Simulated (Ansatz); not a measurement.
**Two runs on Ta**

System: Ta (1 atom in the cell).
Method of run 1: DFT, r2SCAN, plane waves, PAW, no spin polarisation (Ansatz 0.2.0).

The structure is a generated one, with these elements put on the sites of a known structure type; it need not be a known phase. Text and figures count atoms from 1; the logs count them from 0 in places.

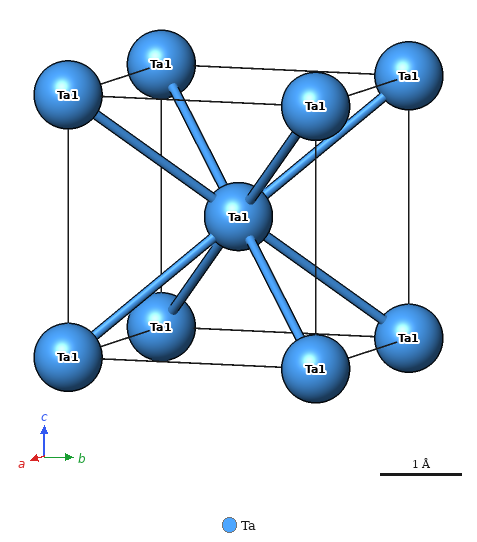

**Figure 1.** The starting structure (ball-and-stick view of the cell 2 times as large as that of the calculation, set on its symmetry axes, seen slightly off an axis; atoms are numbered from 1 in the order of the input). Near neighbours in the crystal (not all of them lie inside the picture): Ta has 8 Ta at 2.85 Å.

**Input, run 1**
```yaml
crystal:
  lattice:
    - [-1.644167, 1.644167, 1.644167]
    - [1.644167, -1.644167, 1.644167]
    - [1.644167, 1.644167, -1.644167]
  atoms:
    - { symbol: Ta, position: [0.0, 0.0, 0.0] }
  symmetry: { tolerance: 0.0003 }
kpoints:
  mp_grid: { grid: [8, 8, 8], shift: [0, 0, 0] }
magnetization:
  spin_polarized: false
scf:
  occupations: { method: tetrahedron_uncorrected }
hamiltonian:
  pseudopotentials: { kind: paw }
  xc: r2scan
basis:
  ecutwfc: 500
output:
  forces: true
  stress: true
  eigenvalues: true
relax:
  max_steps: 40
  cell: {}
```

Command:
```bash
ansatz run input.yaml --threads 1 --pin off --max-ram 2560MiB --backend cpu --events-out ev --progress --plain --runs-dir out
```

Hardware: 1 thread of an x86-64 CPU, shared host.

**Output, shortened to warnings, some set-up lines, iterations and results (run 1)**
```
Warning: relax: with tetrahedron occupations the Hellmann–Feynman forces and the energy need not agree along the walk (scf.occupations.method in the input reference, under Limitations); prefer a smearing scheme for the relaxation and re-run the relaxed geometry with tetrahedron occupations for the final energies/DOS
Basis set: ecut = 500 eV, 429 PW (Γ), exchange–correlation on 96×96×96 points (64 copies of the dense FFT grid, shifted against one another)
Symmetry: 48 space group operations
k-points: 29 of 512
Initial density: superposition of atomic densities (neutral atoms: chi_scale 0, normalization atom), corrected by the library's trained network
[...]
SCF iter   1: F=—  HF=-9944.177330 eV  |F-HF|=—  |Δ(HF+E_count)|=         —  Δρ=6.33e-3  dr2=1.78e-3  dr2_τ=1.65e-2  ethr=1.77e-3  ⟨swp⟩=6.0  Hψ=1901  notcnv=0
SCF iter   2: F=—  HF=-9944.196578 eV  |F-HF|=—  |Δ(HF+E_count)|=   1.92e-2  Δρ=3.63e-3  dr2=6.78e-4  dr2_τ=2.37e-4  ethr=1.37e-5  ⟨swp⟩=3.1  Hψ=883  notcnv=0  defer=4
SCF iter   3: F=—  HF=-9944.197414 eV  |F-HF|=—  |Δ(HF+E_count)|=   8.35e-4  Δρ=4.23e-4  dr2=1.70e-5  dr2_τ=1.60e-5  ethr=5.22e-6  ⟨swp⟩=2.2  Hψ=586  notcnv=0  defer=4
SCF iter   4: F=—  HF=-9944.197412 eV  |F-HF|=—  |Δ(HF+E_count)|=   1.59e-6  Δρ=1.45e-4  dr2=1.54e-6  dr2_τ=1.06e-6  ethr=1.31e-7  ⟨swp⟩=3.4  Hψ=659  notcnv=0  defer=4
SCF iter   5: F=—  HF=-9944.197413 eV  |F-HF|=—  |Δ(HF+E_count)|=   5.94e-7  Δρ=8.63e-5  dr2=5.22e-7  dr2_τ=2.73e-7  ethr=1.18e-8  ⟨swp⟩=2.0  Hψ=431  notcnv=0  defer=4
[... 26 lines ...]
SCF iter   3: F=—  HF=-9944.203242 eV  |F-HF|=—  |Δ(HF+E_count)|=   5.04e-7  Δρ=1.52e-6  dr2=3.48e-10  dr2_τ=2.52e-10  ethr=3.11e-10  ⟨swp⟩=2.1  Hψ=526  notcnv=0
SCF iter   4: F=—  HF=-9944.203242 eV  |F-HF|=—  |Δ(HF+E_count)|=  2.04e-10  Δρ=5.92e-7  dr2=2.04e-11  dr2_τ=1.22e-11  ethr=2.68e-12  ⟨swp⟩=2.4  Hψ=610  notcnv=0
SCF iter   5: F=-9944.203242 eV  HF=-9944.203242 eV  |F-HF|=1.82e-12  |Δ(HF+E_count)|=  6.55e-11  Δρ=9.67e-8  dr2=9.41e-13  dr2_τ=4.62e-13  ethr=1.00e-12  ⟨swp⟩=5.7  Hψ=1219  …
SCF 5 converged in 5 iterations: F = -9944.203242 eV  dr2 = 9.41e-13
relax step   5: F+E_penalty+E_count = -9944.20324227 eV  Δ(F+E_penalty+E_count) = -1.286e-4 eV  max|allowed force component| = 0.000e0 eV/Å  Δτ_max = 0.0000 Å  P = -0.007 GPa …
basis re-selected at this cell: Δ(F+E_penalty+E_count) = -1.286e-4 eV, ΔP = -0.001 GPa vs the last step (what re-selecting the basis moved, of the pressure what is left beyond the Pulay correction that the steps carried, after the strain that the cell walked since its last selection, with what the …
SCF converged after 5 iterations
Free energy (F): -9944.203242 eV
Harris-Foulkes:  -9944.203242 eV  (|F-HF|=1.82e-12)
Internal energy: -9944.201608 eV  (E = F + TS)
E sigma→0 (E₀):  -9944.203242 eV
Entropy (-TS):   -0.001634 eV (-1.634 meV/atom)
Fermi energy:    18.265660 eV
--- Per-component energies (eV) ---
  E_band       = -119.114172
  E_kinetic    = 366.818699
  E_local      = -553.121773  (includes V_loc(G=0)·N_el)
  E_nonlocal   = 14.844811
  E_hartree    = 191.731916
  E_xc         = -204.313989
  E_vxc        = -221.911141  (∫ρ·V_xc dr)
  E_paw        = -8422.950403  (= ΣΔE_a)
  E_vpaw       = -120.412849  (= ΣTr[D̂ρ^β])
  E_aug_tail   = 0.000087  (compensation charges beyond the density's cutoff)
  E_vtau       = 11.204184  (kinetic-family band-sum trace: ∫τ·v_τ [+ j·A + Jᵃ·Aᵃ] dr)
  E_ewald      = -1336.454675
  E_core_change = -0.756280  (= ΣΔE_core)
  E_smearing   = -0.001634  (= −TS)
  E_closure    = 0.000000  (closes the sum)
  Σ components = -9944.203242   (vs F -9944.203242, Δ=0.00e0)
--- Forces (eV/Å), atoms counted from 1 ---
  atom   1  Ta     0.00000000    -0.00000000    -0.00000000
  max |Σ_I F_I| component: 6.16e-33 eV/Å
--- Stress (GPa, compression-positive) ---
       -0.006954       0.000000      -0.000000
        0.000000      -0.006954      -0.000000
       -0.000000       0.000000      -0.006954
  P = ⅓ Tr σ = -0.0070 GPa (-0.070 kbar)
--- Relaxed structure (4 steps of the walk, 3 accepted, 1 SCFs on fresh bases) ---
  F+E_penalty+E_count = -9944.20324227 eV   max|allowed force component| = 0.000e0 eV/Å   (the final SCF, on the basis selected at the relaxed cell)
  cell:  # Å, volume = 18.1871 Å³
    - [-1.656663081394543, 1.656663081394543, 1.656663081394543]
    - [1.656663081394543, -1.656663081394543, 1.656663081394543]
    - [1.656663081394543, 1.656663081394543, -1.656663081394543]
  atoms:
    - { symbol: Ta, position: [0.0, 0.0, 0.0] }
```

For run 2 the input was changed thus:
```diff
-  occupations: { method: tetrahedron_uncorrected }
+  occupations: { method: gaussian, width: 0.15 }
```

How does run 2 compare with run 1?

The total energy of run 2 is 129.7 meV per atom lower, which comes with the changed settings and measures no stability. The volume per atom goes from 18.19 to 17.85 Å³. The SCF takes 20 iterations over all geometry steps against 26.

**Output, shortened to warnings, some set-up lines, iterations and results (run 2)**
```
Basis set: ecut = 500 eV, 429 PW (Γ), exchange–correlation on 96×96×96 points (64 copies of the dense FFT grid, shifted against one another)
Symmetry: 48 space group operations
k-points: 29 of 512
Initial density: superposition of atomic densities (neutral atoms: chi_scale 0, normalization atom), corrected by the library's trained network
[...]
SCF iter   1: F=—  HF=-9944.322380 eV  |F-HF|=—  |Δ(HF+E_count)|=         —  Δρ=6.60e-3  dr2=2.58e-3  dr2_τ=1.52e-2  ethr=1.77e-3  ⟨swp⟩=5.1  Hψ=1872  notcnv=0
SCF iter   2: F=—  HF=-9944.338178 eV  |F-HF|=—  |Δ(HF+E_count)|=   1.58e-2  Δρ=3.27e-3  dr2=4.27e-4  dr2_τ=2.04e-4  ethr=1.99e-5  ⟨swp⟩=3.0  Hψ=748  notcnv=0
SCF iter   3: F=—  HF=-9944.338701 eV  |F-HF|=—  |Δ(HF+E_count)|=   5.23e-4  Δρ=8.28e-4  dr2=2.85e-5  dr2_τ=1.87e-5  ethr=3.28e-6  ⟨swp⟩=2.2  Hψ=402  notcnv=0
SCF iter   4: F=—  HF=-9944.338733 eV  |F-HF|=—  |Δ(HF+E_count)|=   3.20e-5  Δρ=3.86e-5  dr2=2.42e-7  dr2_τ=1.68e-8  ethr=2.19e-7  ⟨swp⟩=3.0  Hψ=500  notcnv=0
SCF iter   5: F=-9944.338733 eV  HF=-9944.338733 eV  |F-HF|=5.09e-9  |Δ(HF+E_count)|=   2.55e-8  Δρ=8.47e-6  dr2=5.41e-9  dr2_τ=1.57e-9  ethr=1.86e-9  ⟨swp⟩=2.0  Hψ=443  …
[... 18 lines ...]
SCF iter   1: F=—  HF=-9944.338887 eV  |F-HF|=—  |Δ(HF+E_count)|=         —  Δρ=7.15e-5  dr2=1.76e-8  dr2_τ=2.32e-8  ethr=1.91e-8  ⟨swp⟩=3.4  Hψ=2838  notcnv=0
SCF iter   2: F=—  HF=-9944.338890 eV  |F-HF|=—  |Δ(HF+E_count)|=   2.15e-6  Δρ=3.57e-5  dr2=4.37e-9  dr2_τ=5.55e-8  ethr=1.35e-10  ⟨swp⟩=2.0  Hψ=392  notcnv=0
SCF iter   3: F=-9944.338890 eV  HF=-9944.338890 eV  |F-HF|=2.73e-11  |Δ(HF+E_count)|=   7.09e-7  Δρ=3.03e-7  dr2=4.09e-12  dr2_τ=3.31e-12  ethr=1.00e-12  ⟨swp⟩=4.8  Hψ=1571  …
SCF 4 converged in 3 iterations: F = -9944.338890 eV  dr2 = 4.09e-12
relax step   4: F+E_penalty+E_count = -9944.33889033 eV  Δ(F+E_penalty+E_count) = -2.856e-5 eV  max|allowed force component| = 0.000e0 eV/Å  Δτ_max = 0.0000 Å  P = -0.015 GPa …
basis re-selected at this cell: Δ(F+E_penalty+E_count) = -2.856e-5 eV, ΔP = +0.001 GPa vs the last step (what re-selecting the basis moved, of the pressure what is left beyond the Pulay correction that the steps carried, after the strain that the cell walked since its last selection, with what the …
SCF converged after 3 iterations
Free energy (F): -9944.338890 eV
Harris-Foulkes:  -9944.338890 eV  (|F-HF|=2.73e-11)
Internal energy: -9944.326910 eV  (E = F + TS)
E sigma→0 (E₀):  -9944.332900 eV
Entropy (-TS):   -0.011980 eV (-11.980 meV/atom)
Fermi energy:    18.718507 eV
--- Per-component energies (eV) ---
  E_band       = -113.465010
  E_kinetic    = 367.352001
  E_local      = -542.931847  (includes V_loc(G=0)·N_el)
  E_nonlocal   = 15.355744
  E_hartree    = 189.210945
  E_xc         = -204.510720
  E_vxc        = -222.286645  (∫ρ·V_xc dr)
  E_paw        = -8423.121289  (= ΣΔE_a)
  E_vpaw       = -120.653690  (= ΣTr[D̂ρ^β])
  E_aug_tail   = 0.000083  (compensation charges beyond the density's cutoff)
  E_vtau       = 11.277424  (kinetic-family band-sum trace: ∫τ·v_τ [+ j·A + Jᵃ·Aᵃ] dr)
  E_ewald      = -1344.925547
  E_core_change = -0.756280  (= ΣΔE_core)
  E_smearing   = -0.011980  (= −TS)
  E_closure    = 0.000000  (closes the sum)
  Σ components = -9944.338890   (vs F -9944.338890, Δ=0.00e0)
--- Forces (eV/Å), atoms counted from 1 ---
  atom   1  Ta     0.00000000    -0.00000000     0.00000000
  max |Σ_I F_I| component: 1.03e-32 eV/Å
--- Stress (GPa, compression-positive) ---
       -0.014923       0.000000      -0.000000
        0.000000      -0.014923      -0.000000
        0.000000       0.000000      -0.014923
  P = ⅓ Tr σ = -0.0149 GPa (-0.149 kbar)
--- Relaxed structure (3 steps of the walk, 2 accepted, 1 SCFs on fresh bases) ---
  F+E_penalty+E_count = -9944.33889033 eV   max|allowed force component| = 0.000e0 eV/Å   (the final SCF, on the basis selected at the relaxed cell)
  cell:  # Å, volume = 17.8456 Å³
    - [-1.646228763448134, 1.646228763448134, 1.646228763448134]
    - [1.646228763448134, -1.646228763448134, 1.646228763448134]
    - [1.646228763448134, 1.646228763448134, -1.646228763448134]
  atoms:
    - { symbol: Ta, position: [0.0, 0.0, 0.0] }
```

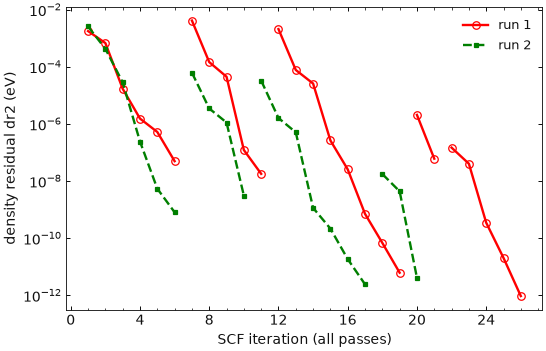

**Figure 2.** Convergence of the two runs: density residual dr2 against the SCF iteration. A break in a curve parts two SCF passes. Run 1 takes 26 iterations in all, and run 2 takes 20.

**The two runs side by side**

| quantity | run 1 | run 2 |
| --- | --- | --- |
| outcome | converged | converged |
| free energy per atom (eV) | −9944.2032 | −9944.3389 |
| energy per atom, smearing taken to zero (eV) | −9944.2032 | −9944.3329 |
| pressure (GPa) | −0.01 | −0.01 |
| volume per atom (Å³) | 18.19 | 17.85 |
| largest force (eV/Å) | 0.000 | 0.000 |
| SCF iterations | 26 | 20 |
| irreducible k-points | 29 | 29 |
| wall time (shared host) | 3.8 s | 3.1 s |

For both runs: Spin–orbit coupling is left out, which matters for Ta.
